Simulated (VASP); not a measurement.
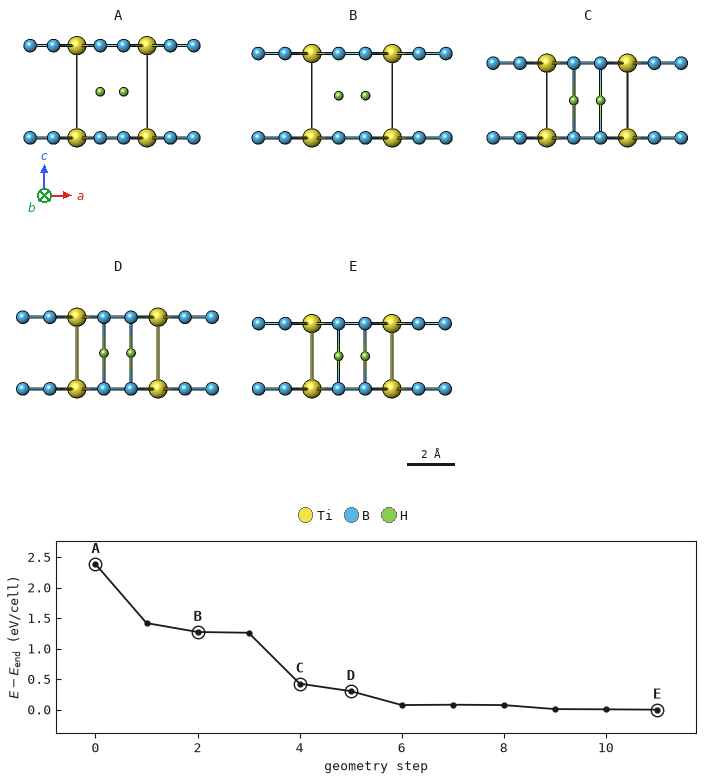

Frames of a relaxation of crystalline TiB2H2 (a generated structure, set up in P6/mmm), marked on the history of the run. The picture is a ball-and-stick view of the cell of the calculation, seen along the b axis.

The run lets cell and atoms move.

Theory: Kohn-Sham DFT of a periodic cell, PBE, VASP PAW PBE potentials, recommended (VASP).

Input file:
```
PREC     = Accurate       # precision mode
ENCUT    = 600            # plane-wave cutoff, eV
EDIFF    = 1E-7           # SCF threshold, eV
ISMEAR   = 0              # smearing method
SIGMA    = 0.1            # smearing width, eV
LREAL    = False          # projectors in reciprocal space
LASPH    = True           # aspherical terms in the spheres
NELM     = 100            # most SCF steps
ALGO     = Fast           # electronic algorithm
ISIF     = 3              # what is computed and relaxed
LWAVE    = False          # write WAVECAR
LCHARG   = False          # write CHGCAR
GGA      = PE             # functional
IBRION   = 2              # ionic algorithm
NSW      = 90             # ionic steps
EDIFFG   = -0.04          # ionic threshold
```

Command:
```bash
cat potpaw_PBE.64/Ti_sv/POTCAR potpaw_PBE.64/B/POTCAR potpaw_PBE.64/H/POTCAR > POTCAR
mpirun -np 1 vasp_std > vasp.out
```

**Describe the path.**

No atom moves by more than 0.005 Å relative to the cell. The volume changes by −8.0 %, with a = b 3.511 → 4.002 Å (+14.0 %), c 3.999 → 2.831 Å (−29.2 %). Some distances before and after: Ti–Ti 3.999 → 2.831 Å, B–H 1.999 → 1.415 Å, B–Ti 2.027 → 2.311 Å. New bonds form: B–H (2.00 → 1.42 Å). The space group stays P6/mmm (No. 191). The energy falls by 2.386 eV per cell of the calculation in 11 geometry steps. All forces vanish by symmetry, so only the cell relaxes. The pressure goes from 14.81 to 0.03 GPa. From step 0 to 2: volume +20.2 %, energy −1.113 eV per cell of the calculation. From step 2 to 4: volume −11.0 %, energy −0.846 eV per cell of the calculation. From step 4 to 5: volume −2.8 %, energy −0.123 eV per cell of the calculation. From step 5 to 11: volume −11.5 %, energy −0.304 eV per cell of the calculation.

| step | E − E(0), meV/atom | pressure, GPa | volume, Å³/atom |
| --- | --- | --- | --- |
| 0 | 0.00 | 14.81 | 8.536 |
| 1 | -193.39 | -7.48 | 9.499 |
| 2 | -222.60 | -18.73 | 10.264 |
| 3 | -225.14 | -15.32 | 9.973 |
| 4 | -391.89 | -14.45 | 9.132 |
| 5 | -416.47 | -11.85 | 8.877 |
| 6 | -462.04 | -7.11 | 8.339 |
| 7 | -460.90 | -8.22 | 8.436 |
| 8 | -462.11 | -7.66 | 8.383 |
| 9 | -475.24 | 0.55 | 7.838 |
| 10 | -476.11 | -1.24 | 7.939 |
| 11 | -477.18 | 0.03 | 7.854 |
